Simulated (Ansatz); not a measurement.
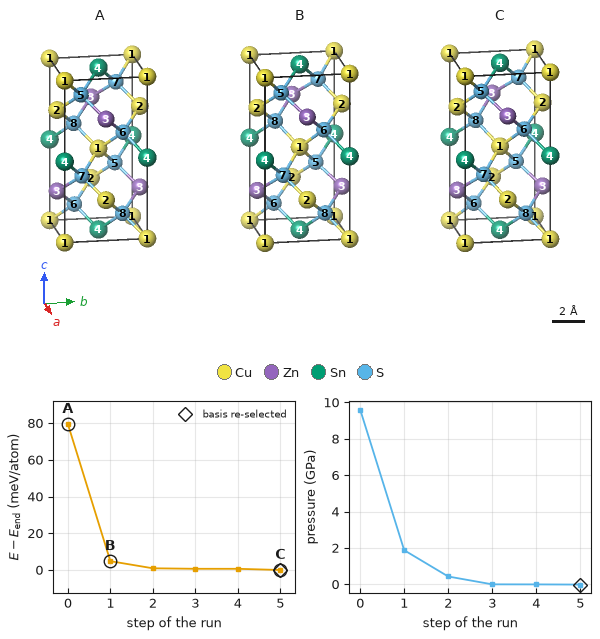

Frames of a relaxation of a crystal of ZnCu₂SnS₄ (built on the kesterite type), marked on the history of the run. The picture is a ball-and-stick view of the conventional cell (2 times the calculation's cell), seen slightly off an axis. Lengths and directions refer to the drawn axes.

These are results of DFT, PBE, plane waves, PAW in Ansatz, not measurements. Settings: plane-wave cutoff 420 eV; k-point mesh 6 × 6 × 6; occupations fermi dirac; smearing width 0.02 eV; no spin polarisation; cell and atoms relaxed; force threshold 0.005 eV/Å.

> What happens along the run?

The largest moves relative to the cell, 0.097 Å, are those of S5, S6, S7 and S8. S7 goes roughly along [−1 1 0]. Cu and Zn and Sn stay in place. The volume changes by +9.5 %, with a = b 5.305 → 5.468 Å (+3.1 %), c 10.610 → 10.935 Å (+3.1 %). Some distances before and after: Sn4–S5 2.316 → 2.473 Å, Cu2–S5 2.248 → 2.317 Å, Zn3–S5 2.310 → 2.368 Å, Cu1–S5 2.316 → 2.320 Å. Bond angles that change, for instance: S5–Cu1–S7 108.2° → 104.8°, Cu2–S5–Sn4 110.5° → 107.6°, Cu1–S5–Zn3 108.4° → 111.1°. The space group stays I-4 (No. 82). Over 4 accepted moves (5 points after the start) the energy falls by 79.5 meV per atom. The largest force component goes from 1.1 to 0.0043 eV/Å. Pressure: 9.61 GPa at the start and −0.01 GPa at the end. The SCF was repeated once at an unchanged geometry on a basis and grid sized afresh for the cell, which shifted the energy by 0.6 meV per atom at most. Cost: 65 s on 2 threads of AMD EPYC 7R13 Processor (Zen 3) (shared host), peak memory 0.76 GiB. From step 0 to 1: S atoms move most (0.08 Å), volume +6.9 %, energy −74.7 meV per atom. From step 1 to 5: S atoms move most (0.03 Å), volume +2.5 %, energy −4.8 meV per atom.

```json
{"step": "0", "E − E(0), meV/atom": "0.00", "largest force component, eV/Å": "1.0958", "pressure, GPa": "9.61", "volume, Å³/atom": "18.660", "note": ""}
{"step": "1", "E − E(0), meV/atom": "-74.66", "largest force component, eV/Å": "0.1796", "pressure, GPa": "1.88", "volume, Å³/atom": "19.946", "note": ""}
{"step": "2", "E − E(0), meV/atom": "-78.55", "largest force component, eV/Å": "0.0579", "pressure, GPa": "0.43", "volume, Å³/atom": "20.316", "note": ""}
{"step": "3", "E − E(0), meV/atom": "-78.81", "largest force component, eV/Å": "0.0146", "pressure, GPa": "0.00", "volume, Å³/atom": "20.438", "note": ""}
{"step": "4", "E − E(0), meV/atom": "-78.82", "largest force component, eV/Å": "0.0037", "pressure, GPa": "0.00", "volume, Å³/atom": "20.438", "note": ""}
{"step": "5", "E − E(0), meV/atom": "-79.47", "largest force component, eV/Å": "0.0043", "pressure, GPa": "-0.01", "volume, Å³/atom": "20.438", "note": "same geometry, new basis"}
```
